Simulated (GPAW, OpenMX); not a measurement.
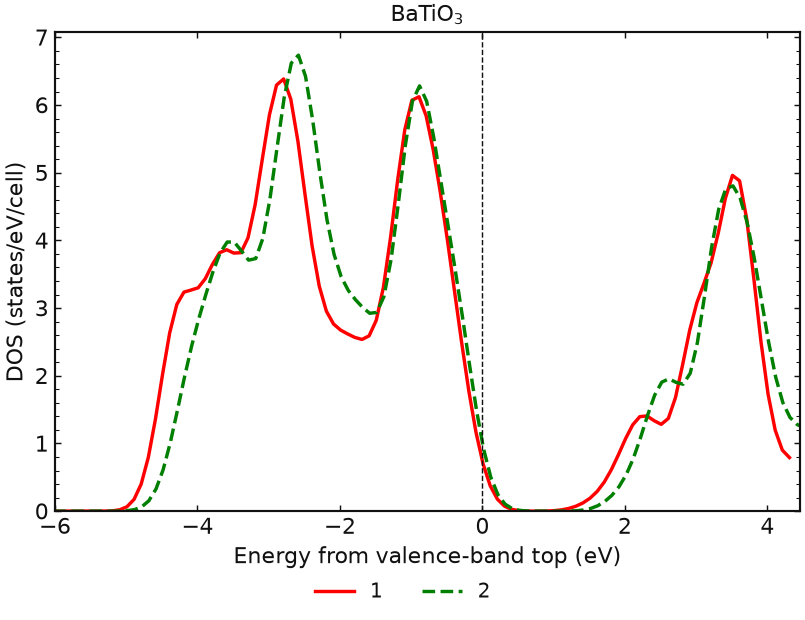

Total densities of states of BaTiO$_{3}$, space group P4mm (No. 99), 5 atoms in the cell (a = 4.000 Å, c = 4.018 Å (tetragonal axes)), by two programs with one functional on the same cell. The DOS curves are built from the levels of the k mesh with Gaussians 0.55 eV wide, which also blur the band edges; ripples of that width can come from the mesh. Each is counted from its own valence-band top.

Which curve is which? The runs: PBE (GPAW), PBE (OpenMX).

1 is PBE (OpenMX); 2 is PBE (GPAW). PBE (OpenMX) gives a gap of 1.41 eV and PBE (GPAW) gives a gap of 1.81 eV.

Settings. PBE (OpenMX): OpenMX 2013 PBE set, Ba10.0-s3p2d1, Ti7.0-s2p2d1, O6.0-s2p2, grid cutoff 400 Ry, no spin polarisation, no spin-orbit coupling, 7×7×7 k mesh, Fermi-Dirac smearing of 0.05 eV (OpenMX 3.8.5). PBE (GPAW): GPAW PAW data sets (gpaw-data 1.2.1), no spin polarisation, no spin-orbit coupling, 6×6×6 k mesh, 600 eV cutoff, Fermi-Dirac smearing of 0.05 eV (GPAW 26.7.0).

Gaps are the smallest over all k points computed. The cell is at −1 GPa in PBE (GPAW) and 6 GPa in PBE (OpenMX). LDA, GGA and most meta-GGA functionals understate gaps. PBE (OpenMX): the mesh misses the band edges, which the band path finds closer together. PBE (OpenMX): the basis of atomic orbitals isn't converged, which shifts gaps and empty levels.
